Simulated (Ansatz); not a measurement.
Geometry relaxation, with input and output: Mg8S7 (charge +2) (part 2 of 3)

Continued. System: Mg8S7 (defect cell, 15 atoms in the cell, total charge +2). Method: DFT PBEsol, scalar-relativistic, plane waves, PAW, no spin polarisation (Ansatz 0.2.0); cutoff 420 eV, 4×4×4 k-mesh, Gaussian smearing of 0.05 eV. The structure derives from a Materials Project entry. It belongs to a series of runs on one base structure; here: S vacancy, atoms relaxed.

Geometry of the input (Å; fractional positions):
```
4.0288  0.0000  -6.4152
4.0288  0.0000  6.4152
-4.0288  -6.9781  0.0000
Mg 0.9185  0.4148  0.3333
Mg 0.4185  0.9148  0.3333
Mg 0.9185  0.4148  0.8333
Mg 0.4185  0.9148  0.8333
Mg 0.3352  0.3315  0.1667
Mg 0.8352  0.8315  0.1667
Mg 0.3352  0.3315  0.6667
Mg 0.8352  0.8315  0.6667
S  0.1440  0.5227  0.1667
S  0.6440  0.0227  0.6667
S  0.1440  0.5227  0.6667
S  0.7273  0.6060  0.3333
S  0.2273  0.1060  0.3333
S  0.7273  0.6060  0.8333
S  0.2273  0.1060  0.8333
```

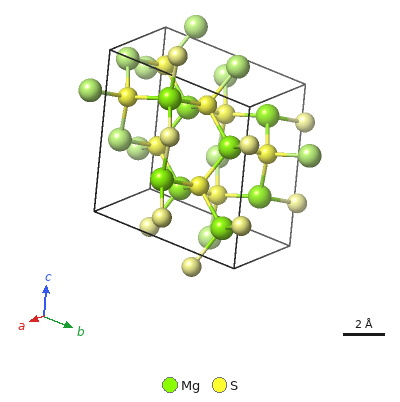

**Figure 1.** The geometry at step 1 of the log (ball-and-stick view of the cell of the calculation, seen slightly off an axis; neighbours outside the cell are drawn fainter).

Output, continued:
```
SCF iter   1: F=—  HF=-21518.726703 eV  |F-HF|=—  |Δ(HF+E_count)|=         —  Δρ=1.09e-3  dr2=2.92e-3  ethr=3.32e-5  ⟨swp⟩=3.0  Hψ=3652  notcnv=0  defer=190
preconditioner: auto → Resta (q_TF=auto, 2.271 Å⁻¹)  ε∞=3.4  [insulator: Δε(μ)=2.368 eV  Ē_g=9.391 eV  σ=0.050 eV  W_gap=1.00  n_scr=70 (ndim 8)  ℏωp=14.6 eV  f_vac=0.125  D(μ)=0.00/eV (n_scr^D=0)  ε∞_Penn≈3.4]
SCF iter   2: F=—  HF=-21518.726067 eV  |F-HF|=—  |Δ(HF+E_count)|=   6.36e-4  Δρ=5.49e-4  dr2=6.63e-4  ethr=2.43e-6  ⟨swp⟩=2.0  Hψ=2160  notcnv=0  defer=190
SCF iter   3: F=—  HF=-21518.725960 eV  |F-HF|=—  |Δ(HF+E_count)|=   1.08e-4  Δρ=5.60e-5  dr2=1.28e-5  ethr=5.53e-7  ⟨swp⟩=2.2  Hψ=2838  notcnv=0  defer=190
SCF iter   4: F=—  HF=-21518.725978 eV  |F-HF|=—  |Δ(HF+E_count)|=   1.83e-5  Δρ=1.72e-5  dr2=2.18e-6  ethr=1.07e-8  ⟨swp⟩=2.0  Hψ=2964  notcnv=0  defer=190
SCF iter   5: F=—  HF=-21518.725981 eV  |F-HF|=—  |Δ(HF+E_count)|=   2.79e-6  Δρ=5.06e-6  dr2=2.73e-7  ethr=1.82e-9  ⟨swp⟩=2.0  Hψ=2133  notcnv=0  defer=190
SCF iter   6: F=-21518.725981 eV  HF=-21518.725981 eV  |F-HF|=8.56e-8  |Δ(HF+E_count)|=   5.39e-7  Δρ=2.21e-6  dr2=4.32e-8  ethr=8.33e-11  ⟨swp⟩=15.6  Hψ=12878  notcnv=0
SCF 7 converged in 6 iterations: F = -21518.725981 eV  dr2 = 4.32e-8
relax step   7: F+E_penalty+E_count = -21518.72598125 eV  Δ(F+E_penalty+E_count) = -2.735e-4 eV  max|allowed force component| = 1.915e-2 eV/Å  Δτ_max = 0.0164 Å  (6 SCF iters, accepted)
```

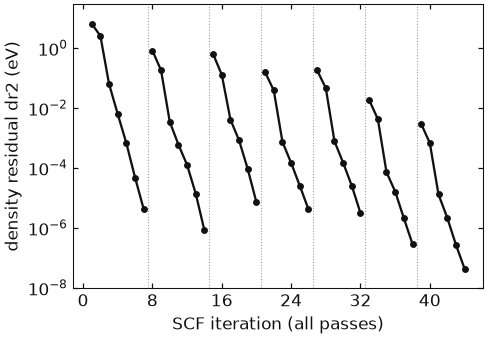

**Figure 2.** Convergence of the self-consistent field: density residual dr2 against the SCF iteration. The dotted lines part the SCF passes of the relaxation: geometry steps, rejected trials and re-solves on a re-selected basis. The 7 passes take 6 to 7 iterations each, 44 in all.

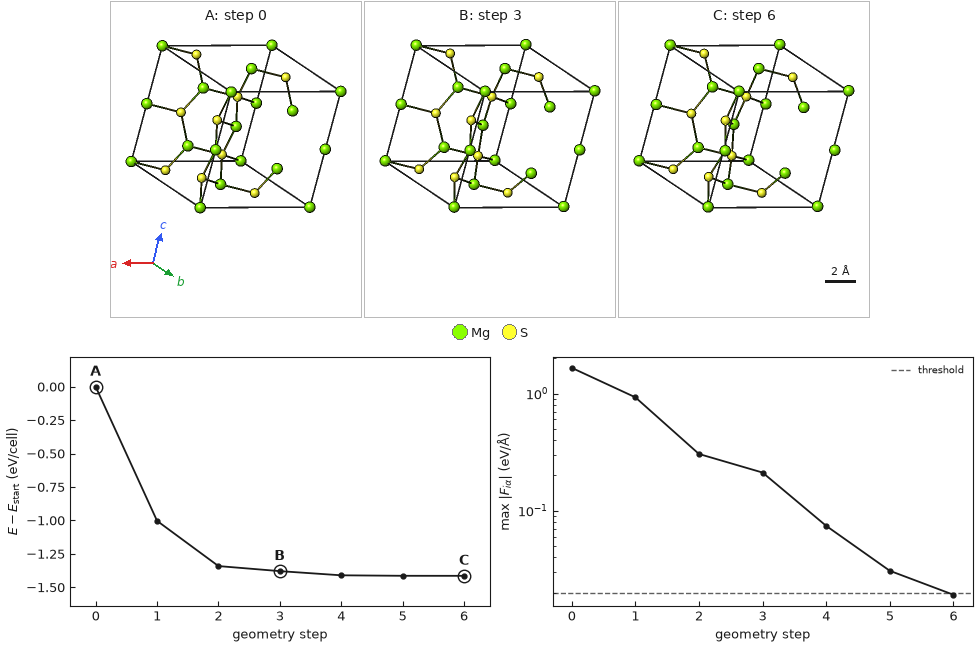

**Figure 3.** Frames of the relaxation (ball-and-stick view of the cell of the calculation (origin shifted), seen at an oblique angle) above the curves, on which the letters mark them (the first geometry is step 0 here and step 1 in the log).

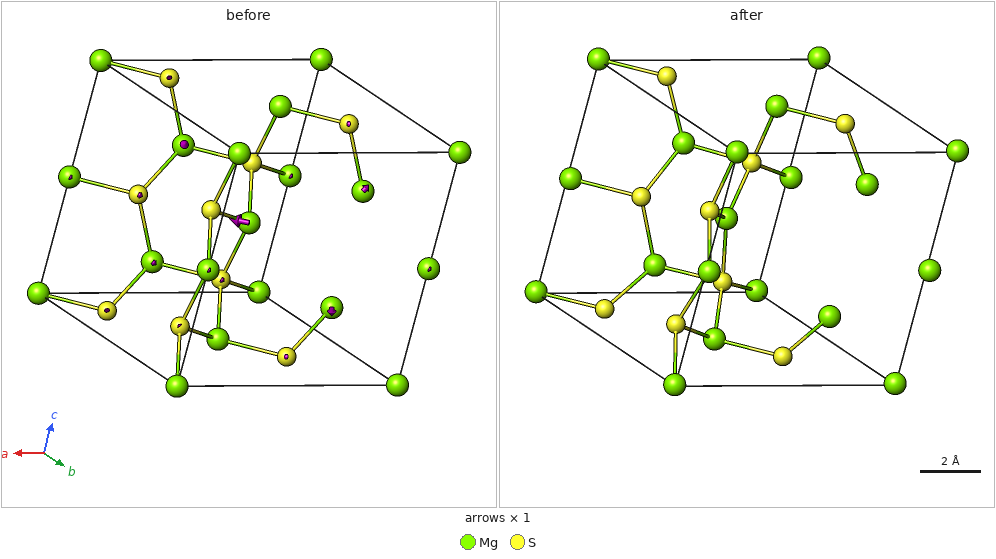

**Figure 4.** Before (left) and after (right) the relaxation, at one scale (ball-and-stick view of the cell of the calculation (origin shifted), seen at an oblique angle). The pink arrows give the displacements, at true length. After 6 geometry steps the energy has fallen by 1.414 eV per cell of the calculation. The largest force component goes from 1.7 to 0.019 eV/Å. The atom that moves furthest is Mg6 (0.73 Å). Largest moves by element: Mg 0.73 Å, S 0.18 Å. The lattice vectors keep their values. Distances before and after: Mg6–S14 2.445 → 2.349 Å, Mg1–S11 2.445 → 2.358 Å, Mg5–S9 2.454 → 2.520 Å, Mg1–S12 2.454 → 2.388 Å. Among the angles that change: Mg2–S13–Mg6 108.0° → 86.7°, Mg3–S14–Mg6 108.0° → 87.8°, Mg2–S10–Mg4 110.9° → 94.2°. (Atoms are counted from 1 in the order of the input.)

```
SCF converged after 6 iterations
Free energy (F): -21518.725981 eV
Harris-Foulkes:  -21518.725981 eV  (|F-HF|=8.56e-8)
Internal energy: -21518.725981 eV  (E = F + TS)
E sigma→0 (E₀):  -21518.725981 eV
Fermi energy:    3.801016 eV
--- Per-component energies (eV) ---
  E_band       = -3000.006874
  E_kinetic    = 1346.527808
  E_local      = -15759.977360  (includes V_loc(G=0)·N_el)
  E_nonlocal   = 965.602770
  E_hartree    = 5797.008997
  E_xc         = -892.289364
  E_vxc        = -896.126919  (∫ρ·V_xc dr)
  E_paw        = -6339.611499  (= ΣΔE_a)
  E_vpaw       = -250.056005  (= ΣTr[D̂ρ^β])
  E_aug_tail   = -0.000016  (compensation charges beyond the density's cutoff)
  E_ewald      = -6636.891859
  E_core_change = 0.904543  (= ΣΔE_core)
  E_smearing   = -0.000000  (= −TS)
  E_closure    = -0.000000  (closes the sum)
  E_deformation_potential = 19.799002  (in the stress; not in F)
  Σ components = -21518.725981   (vs F -21518.725981, Δ=0.00e0)
--- Forces (eV/Å), atoms counted from 1 ---
  atom   1  Mg    -0.00094081     0.00456825    -0.00063784
  atom   2  Mg     0.00094081     0.00456825    -0.00063784
  atom   3  Mg     0.00000000    -0.00664995     0.00331787
  atom   4  Mg     0.00000000    -0.00437034     0.00062789
  atom   5  Mg     0.00000000    -0.00586453     0.01848393
  atom   6  Mg     0.00000000    -0.00429727    -0.00179778
  atom   7  Mg     0.00171704     0.00603078    -0.00161247
  atom   8  Mg    -0.00171704     0.00603078    -0.00161247
  atom   9  S      0.00000000     0.00434824    -0.01914588
  atom  10  S     -0.00202286    -0.00329234     0.00194798
  atom  11  S      0.00202286    -0.00329234     0.00194798
  atom  12  S      0.00001955    -0.00582122    -0.00038653
  atom  13  S     -0.00001955    -0.00582122    -0.00038653
  atom  14  S      0.00000000     0.00759983     0.00332207
  atom  15  S      0.00000000     0.00626124    -0.00340690
  max |Σ_I F_I| component: 2.35e-5 eV/Å
--- Stress (GPa, compression-positive) ---
        3.343068       0.000000       0.000000
        0.000000       3.544169       0.021459
        0.000000       0.021460       2.002571
  P = ⅓ Tr σ = 2.9633 GPa (29.633 kbar)
--- Band table (eV; the first three rows and the last of 24) ---
  k-point 0: bands = ["-71.2186", "-71.2185", "-71.0984", "-70.7247", "-70.6294", "-70.4337", "-70.2966", "-70.2965", "-38.2456", "-38.2442", "-38.1294", "-38.1283", "-38.1266", "-38.1185", "-38.1184", "-38.0049", "-38.0002", "-37.7378", "-37.6396", "-37.6389", "-37.5793", "-37.5760", "-37.5708", "-37.3930", "-37.3797", "-37.3711", "-37.2534", "-37.2533", "-37.2427", "-37.2422", "-37.2362", "-37.2352", "-8.6054", "-8.0810", "-7.9403", "-7.9195", "-7.8173", "-7.6726", "-7.6318", "-0.7317", "-0.4856", "-0.2305", "0.0509", "0.0526", "0.1154", "0.5309", "1.0683", "1.6582", "1.6898", "1.8282", "1.8594", "1.9411", "1.9684", "2.0309", "2.0585", "2.0696", "2.2938", "2.5314", "2.6003", "2.6190", "4.9831", "6.1173", "7.2818", "7.4485", "7.6016", "7.7209", "7.8327", "7.9054", "8.2010", "8.7079", "8.8374", "9.2039", "9.3231", "9.6561", "9.8946"]
  k-point 1: bands = ["-71.2186", "-71.2185", "-71.0984", "-70.7247", "-70.6294", "-70.4337", "-70.2966", "-70.2965", "-38.2456", "-38.2442", "-38.1294", "-38.1283", "-38.1266", "-38.1185", "-38.1184", "-38.0049", "-38.0002", "-37.7378", "-37.6396", "-37.6389", "-37.5793", "-37.5760", "-37.5708", "-37.3930", "-37.3797", "-37.3711", "-37.2534", "-37.2533", "-37.2427", "-37.2422", "-37.2362", "-37.2352", "-8.5397", "-8.1692", "-7.9204", "-7.9197", "-7.8186", "-7.6861", "-7.6353", "-0.6103", "-0.3278", "-0.1080", "0.0869", "0.1675", "0.2624", "0.6279", "0.8885", "1.4745", "1.4835", "1.5664", "1.7097", "1.7701", "1.9393", "2.0366", "2.0645", "2.1141", "2.1728", "2.2846", "2.5892", "2.5896", "5.3696", "6.5025", "7.5235", "7.6576", "7.8630", "7.8638", "8.0873", "8.1198", "8.3197", "8.7012", "8.8107", "9.2946", "9.5399", "9.6813", "9.9265"]
  k-point 2: bands = ["-71.2186", "-71.2185", "-71.0984", "-70.7247", "-70.6294", "-70.4337", "-70.2966", "-70.2965", "-38.2456", "-38.2442", "-38.1294", "-38.1283", "-38.1266", "-38.1185", "-38.1184", "-38.0049", "-38.0002", "-37.7378", "-37.6396", "-37.6389", "-37.5793", "-37.5760", "-37.5708", "-37.3930", "-37.3797", "-37.3711", "-37.2534", "-37.2533", "-37.2427", "-37.2422", "-37.2362", "-37.2352", "-8.3923", "-8.3392", "-7.9213", "-7.8912", "-7.8199", "-7.7065", "-7.6397", "-0.4159", "-0.1716", "-0.0201", "0.0516", "0.3285", "0.7287", "0.7560", "0.8652", "1.1533", "1.2058", "1.2546", "1.2979", "1.4014", "1.7972", "2.0416", "2.0731", "2.1957", "2.2055", "2.2621", "2.5651", "2.5656", "5.9093", "6.8210", "7.0771", "7.8385", "8.1680", "8.2269", "8.3454", "8.6778", "8.6986", "8.7240", "9.1145", "9.1989", "9.5592", "9.5857", "9.6158"]
  k-point 23: bands = ["-71.2186", "-71.2185", "-71.0984", "-70.7247", "-70.6294", "-70.4337", "-70.2966", "-70.2965", "-38.2456", "-38.2442", "-38.1294", "-38.1283", "-38.1266", "-38.1185", "-38.1184", "-38.0049", "-38.0002", "-37.7378", "-37.6396", "-37.6389", "-37.5793", "-37.5760", "-37.5708", "-37.3930", "-37.3797", "-37.3710", "-37.2534", "-37.2533", "-37.2427", "-37.2422", "-37.2363", "-37.2352", "-8.2742", "-8.1719", "-8.0500", "-8.0158", "-7.8914", "-7.7284", "-7.6357", "-0.0499", "0.1670", "0.2960", "0.3773", "0.4167", "0.4875", "0.5887", "0.6153", "0.9908", "1.1646", "1.4173", "1.5601", "1.6023", "1.7115", "1.7641", "1.8424", "1.8944", "2.0036", "2.0178", "2.2592", "2.3497", "6.3955", "7.0362", "7.3214", "7.7223", "7.9667", "8.0112", "8.2946", "8.4146", "8.5656", "9.1604", "9.1972", "9.3592", "9.5544", "9.7295", "9.7493"]
--- Relaxed structure (7 steps of the walk, 7 accepted, 0 SCFs on fresh bases) ---
  F+E_penalty+E_count = -21518.72598125 eV   max|allowed force component| = 1.915e-2 eV/Å
  atoms:
    - { symbol: Mg, position: [0.947804360157757, 0.4642734497602137, 0.362671507458822] }
    - { symbol: Mg, position: [0.3983980576986085, 0.9148671473010651, 0.362671507458822] }
    - { symbol: Mg, position: [0.8993819990339805, 0.4223351098327498, 0.8217171088667303] }
    - { symbol: Mg, position: [0.3928824862339305, 0.8937887208137189, 0.7866712070476494] }
    - { symbol: Mg, position: [0.32386851652203125, 0.3377395276666108, 0.16160804418864205] }
    - { symbol: Mg, position: [0.8899633640813622, 0.7718728585688828, 0.1618362226502449] }
    - { symbol: Mg, position: [0.3322691212907088, 0.32315342578977285, 0.6697886380225526] }
    - { symbol: Mg, position: [0.8466352122327798, 0.8375195167318439, 0.6697886380225526] }
    - { symbol: S, position: [0.12704083131963345, 0.5336875285660527, 0.1607283598856861] }
    - { symbol: S, position: [0.6580737634003399, 0.029649014489656844, 0.6708367310354307] }
    - { symbol: S, position: [0.1411877165457739, 0.5127629676350909, 0.6708367310354307] }
    - { symbol: S, position: [0.7171688037167221, 0.6023745416644781, 0.33326652704427656] }
    - { symbol: S, position: [0.23089198537979844, 0.11609772332755453, 0.33326652704427656] }
    - { symbol: S, position: [0.7127260150111949, 0.6129149792176818, 0.8256409942288767] }
    - { symbol: S, position: [0.23774644047537896, 0.1042581488346276, 0.8420045893100065] }
```

Trajectory as extended XYZ (Å, eV, eV/Å), 7 frames, from step=1 to step=7:
```
15
Lattice="4.0288 0.0000 -6.4152 4.0288 0.0000 6.4152 -4.0288 -6.9781 0.0000" Properties=species:S:1:pos:R:3:forces:R:3 step=1 energy=-21517.31221
Mg    4.0288   -2.3260   -3.2316    1.3772  -0.7104   0.4922
Mg    4.0288   -2.3260    3.1836   -1.3772  -0.7104   0.4922
Mg    2.0144   -5.8151   -3.2316    0.0000  -0.0774   0.0349
Mg    2.0144   -5.8151    3.1836    0.0000   1.4659   0.6192
Mg    2.0144   -1.1630   -0.0240    0.0000   0.1369   0.1963
Mg    6.0432   -1.1630   -0.0240    0.0000   0.2429  -1.6561
Mg    0.0000   -4.6520   -0.0240    0.0853  -0.1755  -0.1636
Mg    4.0288   -4.6520   -0.0240   -0.0853  -0.1755  -0.1636
S     2.0144   -1.1630    2.4297    0.0000   0.0691  -0.0585
S     0.0000   -4.6520   -3.9855    0.1797   0.0721  -0.0422
S     0.0000   -4.6520    2.4297   -0.1797   0.0721  -0.0422
S     4.0288   -2.3260   -0.7779   -0.0626   0.2348   0.0711
S     0.0000   -2.3260   -0.7779    0.0626   0.2348   0.0711
S     2.0144   -5.8151   -0.7779    0.0000  -0.2916   0.6037
S    -2.0144   -5.8151   -0.7779    0.0000  -0.3879  -0.4542
```
